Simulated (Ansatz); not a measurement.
**Residual resistivity of an alloy: Pt(111) with 4 layers of random Pt-Os, 2x2**

Aim: the residual resistivity of a random alloy, from Pt(111) with 4 layers of random Pt-Os, 2x2 and longer regions.

Calculated with Ansatz 0.2.0; Ansatz plane-wave DFT, PBE, PAW files; ballistic transport by layer matching (Landauer), zero bias; PAW set soft_1.

### Step 1. Set-up

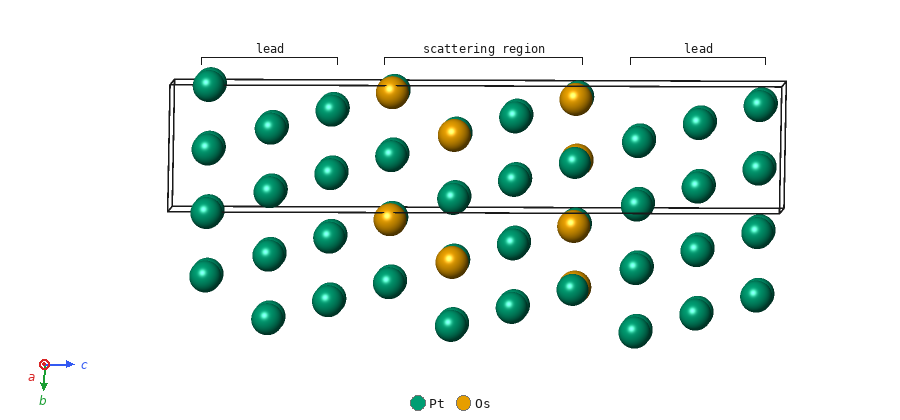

The starting structure, seen from the side, with the c axis across the page (platinum teal, osmium orange). 1×2×1 cells are drawn.

The cell holds 40 atoms: 36 Pt and 4 Os. Its edges and angles: a = 5.546 Å, b = 5.546 Å, c = 22.699 Å, α = 93.5°, β = 86.5°, γ = 120.0°. It derives from Pt. Regions: lead, 24 atoms (24 Pt); scattering region, 16 atoms (4 Os and 12 Pt). The structure is stacked along c, and the current runs across the ab planes.

### Step 2. With 4 alloy layers

In 4 layers a share of 0.25 of the sites is given to Os at random. The layers about the cell's end stay perfect and serve as the lead. Disorder leaves little or no symmetry, which makes such runs dear. Energies from -0.05 to 0.05 eV in steps of 0.05 eV are too few for the program's thermal sum, so it prints no conductance; for a metal the transmission near the Fermi level serves, at a fraction of the cost.

input.yaml reads:

```yaml
crystal:
  lattice:
    - [5.5462627489, 0.0, 0.0]
    - [-2.7731313745, 4.8032044366, 0.0]
    - [1.3865656872, -0.8005340728, 22.6425228571]
  atoms:
    - { symbol: Pt, position: [0.9916666667, 0.0083333333, 0.05] }
    - { symbol: Pt, position: [0.9916666667, 0.5083333333, 0.05] }
    - { symbol: Pt, position: [0.4916666667, 0.0083333333, 0.05] }
    - { symbol: Pt, position: [0.4916666667, 0.5083333333, 0.05] }
    - { symbol: Pt, position: [0.1416666667, 0.3583333333, 0.15] }
    - { symbol: Pt, position: [0.1416666667, 0.8583333333, 0.15] }
    - { symbol: Pt, position: [0.6416666667, 0.3583333333, 0.15] }
    - { symbol: Pt, position: [0.6416666667, 0.8583333333, 0.15] }
    - { symbol: Pt, position: [0.2916666667, 0.2083333333, 0.25] }
    - { symbol: Pt, position: [0.2916666667, 0.7083333333, 0.25] }
    - { symbol: Pt, position: [0.7916666667, 0.2083333333, 0.25] }
    - { symbol: Pt, position: [0.7916666667, 0.7083333333, 0.25] }
    - { symbol: Os, position: [0.9416666667, 0.0583333333, 0.35] }
    - { symbol: Pt, position: [0.9416666667, 0.5583333333, 0.35] }
    - { symbol: Pt, position: [0.4416666667, 0.0583333333, 0.35] }
    - { symbol: Pt, position: [0.4416666667, 0.5583333333, 0.35] }
    - { symbol: Pt, position: [0.0916666667, 0.4083333333, 0.45] }
    - { symbol: Pt, position: [0.0916666667, 0.9083333333, 0.45] }
    - { symbol: Os, position: [0.5916666667, 0.4083333333, 0.45] }
    - { symbol: Pt, position: [0.5916666667, 0.9083333333, 0.45] }
    - { symbol: Pt, position: [0.2416666667, 0.2583333333, 0.55] }
    - { symbol: Pt, position: [0.2416666667, 0.7583333333, 0.55] }
    - { symbol: Pt, position: [0.7416666667, 0.2583333333, 0.55] }
    - { symbol: Pt, position: [0.7416666667, 0.7583333333, 0.55] }
    - { symbol: Os, position: [0.8916666667, 0.1083333333, 0.65] }
    - { symbol: Pt, position: [0.8916666667, 0.6083333333, 0.65] }
    - { symbol: Pt, position: [0.3916666667, 0.1083333333, 0.65] }
    - { symbol: Os, position: [0.3916666667, 0.6083333333, 0.65] }
    - { symbol: Pt, position: [0.0416666667, 0.4583333333, 0.75] }
    - { symbol: Pt, position: [0.0416666667, 0.9583333333, 0.75] }
    - { symbol: Pt, position: [0.5416666667, 0.4583333333, 0.75] }
    - { symbol: Pt, position: [0.5416666667, 0.9583333333, 0.75] }
    - { symbol: Pt, position: [0.1916666667, 0.3083333333, 0.85] }
    - { symbol: Pt, position: [0.1916666667, 0.8083333333, 0.85] }
    - { symbol: Pt, position: [0.6916666667, 0.3083333333, 0.85] }
    - { symbol: Pt, position: [0.6916666667, 0.8083333333, 0.85] }
    - { symbol: Pt, position: [0.8416666667, 0.1583333333, 0.95] }
    - { symbol: Pt, position: [0.8416666667, 0.6583333333, 0.95] }
    - { symbol: Pt, position: [0.3416666667, 0.1583333333, 0.95] }
    - { symbol: Pt, position: [0.3416666667, 0.6583333333, 0.95] }
kpoints:
  mp_grid: { grid: [5, 5, 1] }
hamiltonian:
  xc: pbe
  pseudopotentials: { kind: paw, azcp: { folder: soft_1 } }
scf:
  occupations: { method: fermi_dirac, width: 0.1 }
output:
  transmission:
    leads: [[0, 4]]
    kmesh: [10, 10]
    e_range: [-0.05, 0.05]
    de: 0.05
  write_potential: true
  write_density: true
  volumetric_format: npy
```

Launch:

```bash
$ ansatz run input.yaml --threads 4 --pin off --max-ram 15360MiB --backend cpu --events-out ev --progress --plain --runs-dir out
```

Numbers of over 12 decimals in the logs are rounded to 6 here.

Log:

```text
Engine: ansatz 0.2.0, aarch64-unknown-linux-gnu
Pseudopotentials: kind: paw
Pseudopotential: Pt, paw, valence charge 18, recommended cutoff 420 eV (normal), soft_1/Pt.paw.azcp
Pseudopotential: Os, paw, valence charge 16, recommended cutoff 420 eV (normal), soft_1/Os.paw.azcp
Functional definition: PBE
  parameter kappa = 0.804
  parameter beta = 0.066725
  exchange = pbe_x(kappa = kappa, mu = beta*pi^2/3)
  correlation = pbe_c(beta = beta)
Crystal: 40 atoms, lattice volume = 603.193 Å³
Basis set: ecut = 420 eV, 11827 PW (Γ)
Bands: 428, of which v1, the nominal top of the filled ones, is band 356 counted from 1 (355 counted from 0)
Symmetry: 2 space group operations
Space group: Cm (ITA 8), of the structure as read, at distance tolerance 8.4e-5 Å
k-points: 9 of 25 (time reversal used)
Non-local potential: Pt, projectors of the file, l = 0: 3, l = 1: 2, l = 2: 2, l = 3: 1
Non-local potential: Os, projectors of the file, l = 0: 3, l = 1: 2, l = 2: 2, l = 3: 1
PAW form: soft (Blöchl's): semilocal exchange-correlation on the pseudo side does not see the compensation charge
PAW one-centre angular grid: Pt, 590 points (default); XC on 64 Gauss nodes
PAW one-centre angular grid: Os, 590 points (default); XC on 64 Gauss nodes
Initial density: superposition of atomic densities (chi_scale 0.1, normalization cell, long waves kept (reshape's long-wave potential 0.91 eV rms))
Initial wavefunctions: pseudopotential atomic-orbital guess
Functional: x = pbe(κ = 0.804, μ = 0.219515), c = pbe(β = 0.066725)
SCF iter   1: F=—  HF=-496485.101312 eV  |F-HF|=—  |Δ(HF+E_count)|=         —  Δρ=1.74e-1  dr2=4.50e3  ethr=3.10e-3  ⟨swp⟩=5.0  Hψ=11786  notcnv=0  defer=198
preconditioner: auto → Kerker (q_TF=auto, 2.805 Å⁻¹)  [metal: Δε(μ)=0.012 eV  Ē_g=8.290 eV  σ=0.100 eV  W_gap=0.03  n_scr=240 (ndim 8)  ℏωp=29.9 eV  f_vac=0.000  D(μ)=30.92/eV (n_scr^D=292)]
SCF iter   2: F=—  HF=-496441.226427 eV  |F-HF|=—  |Δ(HF+E_count)|=    4.39e1  Δρ=7.09e-2  dr2=1.08e3  ethr=3.10e-3  ⟨swp⟩=2.0  Hψ=6259  notcnv=0  defer=303
SCF iter   3: F=—  HF=-496433.959026 eV  |F-HF|=—  |Δ(HF+E_count)|=    7.27e0  Δρ=5.33e-2  dr2=1.18e2  ethr=3.10e-3  ⟨swp⟩=2.3  Hψ=6393  notcnv=0  defer=311
SCF iter   4: F=—  HF=-496432.212585 eV  |F-HF|=—  |Δ(HF+E_count)|=    1.75e0  Δρ=2.77e-2  dr2=1.74e2  ethr=3.10e-3  ⟨swp⟩=2.0  Hψ=4514  notcnv=0  defer=317
SCF iter   5: F=—  HF=-496431.685067 eV  |F-HF|=—  |Δ(HF+E_count)|=   5.28e-1  Δρ=1.98e-2  dr2=8.08e1  ethr=3.10e-3  ⟨swp⟩=1.0  Hψ=3737  notcnv=0  defer=317
SCF iter   6: F=—  HF=-496431.265264 eV  |F-HF|=—  |Δ(HF+E_count)|=   4.20e-1  Δρ=7.00e-3  dr2=9.78e0  ethr=3.10e-3  ⟨swp⟩=1.0  Hψ=3535  notcnv=0  defer=317
SCF iter   7: F=—  HF=-496431.207109 eV  |F-HF|=—  |Δ(HF+E_count)|=   5.82e-2  Δρ=5.72e-4  dr2=6.91e-2  ethr=1.37e-3  ⟨swp⟩=1.1  Hψ=4136  notcnv=0  defer=317
SCF iter   8: F=—  HF=-496431.206860 eV  |F-HF|=—  |Δ(HF+E_count)|=   2.49e-4  Δρ=1.89e-4  dr2=6.16e-3  ethr=9.70e-6  ⟨swp⟩=1.0  Hψ=3635  notcnv=0  defer=317
SCF iter   9: F=—  HF=-496431.206853 eV  |F-HF|=—  |Δ(HF+E_count)|=   6.78e-6  Δρ=3.15e-5  dr2=9.69e-5  ethr=8.65e-7  ⟨swp⟩=1.0  Hψ=3535  notcnv=0  defer=317
SCF iter  10: F=—  HF=-496431.205615 eV  |F-HF|=—  |Δ(HF+E_count)|=   1.24e-3  Δρ=7.61e-6  dr2=6.38e-6  ethr=1.36e-8  ⟨swp⟩=1.0  Hψ=3607  notcnv=0  defer=317
SCF iter  11: F=—  HF=-496431.205615 eV  |F-HF|=—  |Δ(HF+E_count)|=   1.13e-7  Δρ=1.97e-6  dr2=4.25e-7  ethr=8.96e-10  ⟨swp⟩=1.0  Hψ=3535  notcnv=0  defer=317
SCF iter  12: F=-496431.205615 eV  HF=-496431.205615 eV  |F-HF|=2.66e-8  |Δ(HF+E_count)|=   4.89e-9  Δρ=6.81e-7  dr2=2.79e-8  ethr=1.40e-11  ⟨swp⟩=8.6  Hψ=11312  notcnv=0
SCF 1 converged in 12 iterations: F = -496431.205615 eV  dr2 = 2.79e-8
  greatest PAW one-centre occupation: 1.000 electrons in one spin orbital (limit 2), on the Pt atom at site 26 (counted from 0), in its partial waves of l = 0
transmission: 124 of 1240 steps passed
transmission: 250 of 1240 steps passed
[...]
transmission: 1240 of 1240 steps passed
SCF converged after 12 iterations
Free energy (F): -496431.205615 eV
Harris-Foulkes:  -496431.205615 eV  (|F-HF|=2.66e-8)
Internal energy: -496429.246189 eV  (E = F + TS)
E sigma→0 (E₀):  -496430.225902 eV
Entropy (-TS):   -1.959426 eV (-48.986 meV/atom)
Fermi energy:    23.538879 eV
--- Per-component energies (eV) ---
  E_band       = -5013.748979
  E_kinetic    = 23460.891298
  E_local      = -55575.725321  (includes V_loc(G=0)·N_el)
  E_nonlocal   = 8122.811440
  E_hartree    = 21085.315309
  E_xc         = -9304.741818
  E_vxc        = -10762.759580  (∫ρ·V_xc dr)
  E_paw        = -377607.540765  (= ΣΔE_a)
  E_vpaw       = -12429.639872  (= ΣTr[D̂ρ^β])
  E_aug_tail   = 0.042019  (compensation charges beyond the density's cutoff)
  E_ewald      = -106610.298351
  E_smearing   = -1.959426  (= −TS)
  E_closure    = -0.000000  (closes the sum)
  Σ components = -496431.205615   (vs F -496431.205615, Δ=0.00e0)
--- Band table (eV; the first three rows and the last of 9) ---
  k-point 0: bands = [... 352 lower, 23.7152, 23.7417, 23.7660, 23.7896, 23.8262, 23.9082, 23.9323, 23.9332, ... 68 higher]
  k-point 1: bands = [... 352 lower, 23.5672, 23.6032, 23.6367, 23.6781, 23.6908, 23.7346, 23.7685, 23.7962, ... 68 higher]
  k-point 2: bands = [... 352 lower, 23.3592, 23.4333, 23.4628, 23.5041, 23.5221, 23.5710, 23.5901, 23.6228, ... 68 higher]
  k-point 8: bands = [... 352 lower, 23.4221, 23.4746, 23.4958, 23.5160, 23.5173, 23.5601, 23.5801, 23.6030, ... 68 higher]
--- Transmission ---
  basis      : 241 plane waves across, 40 finite elements along
  points     : 31, standing for a mesh of 10 x 10
  energies   : 3 from -0.050000 to 0.050000 eV about the Fermi level, 0.050000 eV apart; the leads are filled to 0.000000 eV, and channels, transmission and decay are at 0.000000 eV
  crystal 0  : Pt4, at the sites [0, 4], period 2.2643 Å, over 13.59 Å; its Hamiltonian steps by up to 19.5 meV
    offset         : up to 0.0000 Å between an atom of the period and one for which it stands
    channels       : 6.890000e0 a spin
    conductance    : none, the energies end too early or step too widely for 300 K: set another output.transmission.e_range or a lower de, or, where they end at an eighth of basis.ecutwfc, a higher one
  junction   : crystal 0 to crystal 0, 0.70 to 21.08 Å
    transmission   : 2.963671e0 a spin
    conductance    : none, the energies end too early or step too widely for 300 K: set another output.transmission.e_range or a lower de, or, where they end at an eighth of basis.ecutwfc, a higher one
```

Wall time 6 min (4 threads of Arm Neoverse V1, shared host); peak memory 5.2 GiB; 22 min of CPU time.

Reading the cycles: dr2 is the Hartree energy of the density residual (eV), the measure of convergence; HF is the Harris–Foulkes estimate of the energy, which meets the free energy F at convergence.

This step gave:

```yaml
free_energy: -496431.2056 eV
energy_at_zero_smearing: -496430.2259 eV
fermi_energy: 23.54 eV
cell_area: 26.64 Å²
transmission_per_spin_nearest_the_fermi_level: 2.964
open_channels_per_spin_nearest_the_fermi_level: 6.89
step_of_the_lead_s_potential: 19.5 meV
```

Per spin. Table of transmission, zone mean by energy, zero at the Fermi level:

| energy (eV) | transmission, zone mean |
| --- | --- |
| -0.0500 | 3.10 |
| 0.0000 | 2.96 |
| 0.0500 | 2.88 |

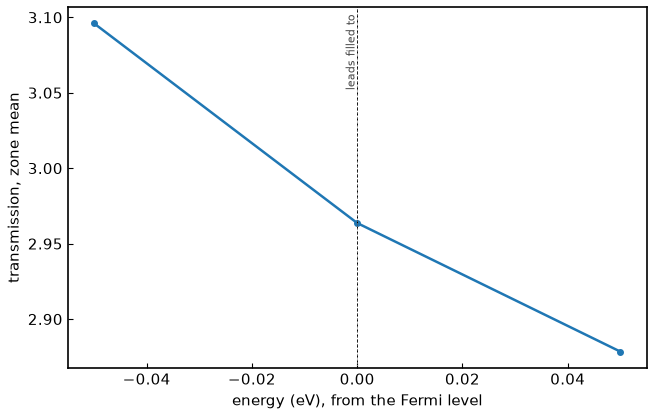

Transmission, zone mean against energy.

Per spin. The open channels, zone mean, lead by energy, zero at the Fermi level:

| energy (eV) | open channels, zone mean, lead |
| --- | --- |
| -0.0500 | 7.06 |
| 0.0000 | 6.89 |
| 0.0500 | 6.27 |

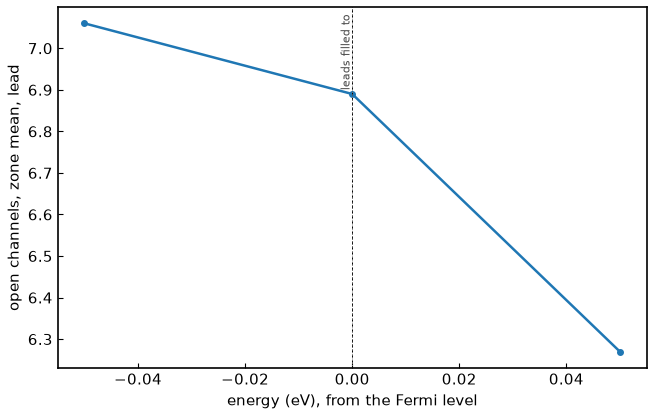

Open channels, zone mean, lead, plotted against energy.

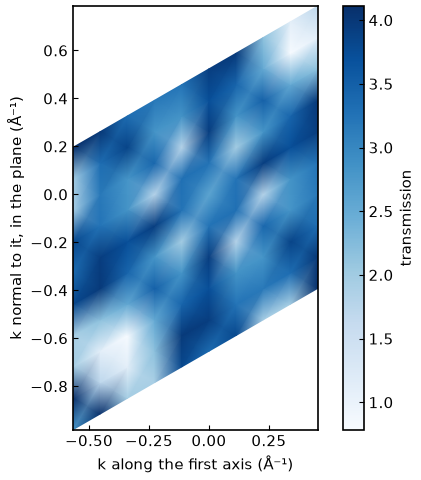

Transmission over k1 and k2. At 0.0000 eV from the Fermi level.

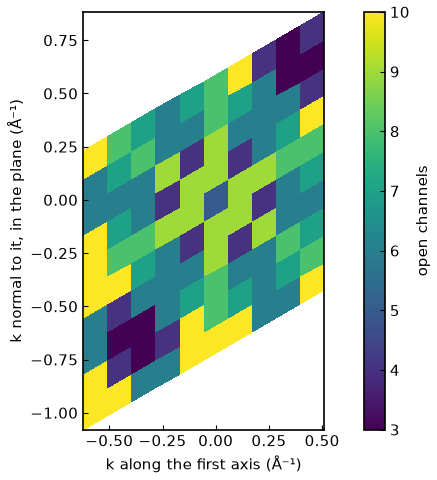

Open channels over k1 and k2. At 0.0000 eV from the Fermi level.

Over the solved energies the transmission per spin lies between 2.88 and 3.10, out of 6.74 channels of the lead on average (up to 7.06).

[end of part 1 of 2]

[Logs are printed without paths, hosts, clocks, repeated set-up lines and the standing remarks that a program may print on its own settings, such as how far it seeks lower states.]

[Hosts, paths, dates, database ids (printed as entryN), source tags and the programs' standing remarks are cut or masked in the printed files.]
